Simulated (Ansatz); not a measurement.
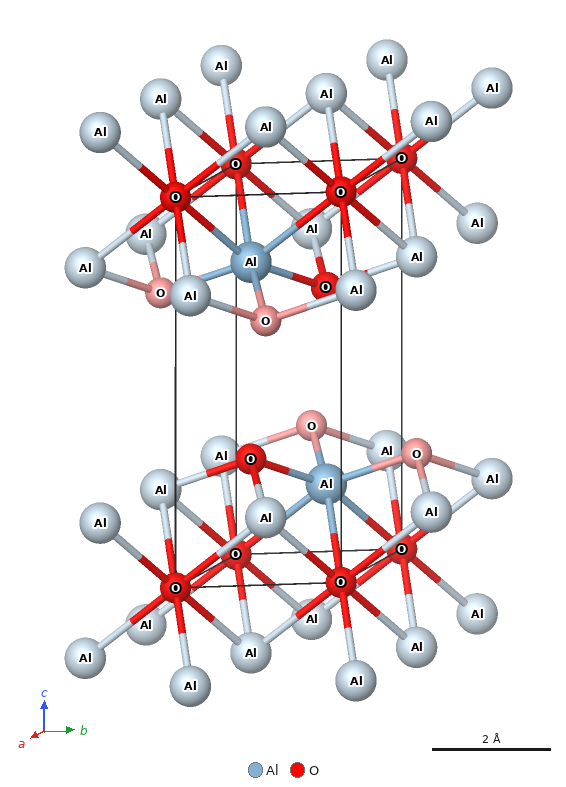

We look at a ball-and-stick model of the crystal slightly off an axis. The outline marks the conventional unit cell. Bonded atoms from the next cells complete the picture, in fainter colours.

Al2O3, space group P-3m1 (No. 164), a = 2.864 Å, b = 2.864 Å, c = 6.833 Å, α = 90.00°, β = 90.00°, γ = 120.00°. Origin of the cell: a structure type filled with these elements by a generator (whether the compound takes this form wasn't checked). Earlier steps of the study, as a rule a relaxation of our own, may have changed the cell and positions, so they can lie some per cent off the listed ones. A calculation with Ansatz used it as input.

This one geometry was computed with Ansatz (DFT, plane waves, PAW) at six levels of theory: PBE0, PBE, r2SCAN, dielectric-dependent PBE0 (fraction 1/eps_inf of PBE), HSE06 and LDA. It was relaxed beforehand with r2SCAN.

**Which level gives the highest pressure at this volume, and what does that say about its equilibrium volume?**

Highest: PBE (6.5 GPa), which points to the largest equilibrium volume. Lowest, with the smallest volume: LDA (-3.9 GPa). Levels within 0.5 GPa of each other can't be told apart.

**How does the band gap change with the level of theory?**

LDA: a gap of 4.72 eV, indirect; PBE: a gap of 4.80 eV, indirect; r2SCAN: a gap of 5.65 eV, indirect; HSE06: a gap of 6.59 eV, indirect; PBE0: a gap of 7.34 eV, indirect; dielectric-dependent PBE0 (fraction 1/eps_inf of PBE): a gap of 8.15 eV, indirect.

**Collect the results in a table.**

| level | cutoff (eV) | k-mesh of the run's cell | gap (eV) | pressure (GPa) |
| --- | --- | --- | --- | --- |
| PBE0 | 420 | 6×6×2 | 7.34 | -0.6 |
| PBE | 420 | 12×12×4 | 4.80 | 6.5 |
| r2SCAN | 500 | 12×12×4 | 5.65 | 0.0 |
| dielectric-dependent PBE0 (fraction 1/eps_inf of PBE) | 420 | 6×6×2 | 8.15 | -2.7 |
| HSE06 | 420 | 6×6×2 | 6.59 | -0.6 |
| LDA | 420 | 12×12×4 | 4.72 | -3.9 |

Gaps are taken on the k-mesh or band path of each run.
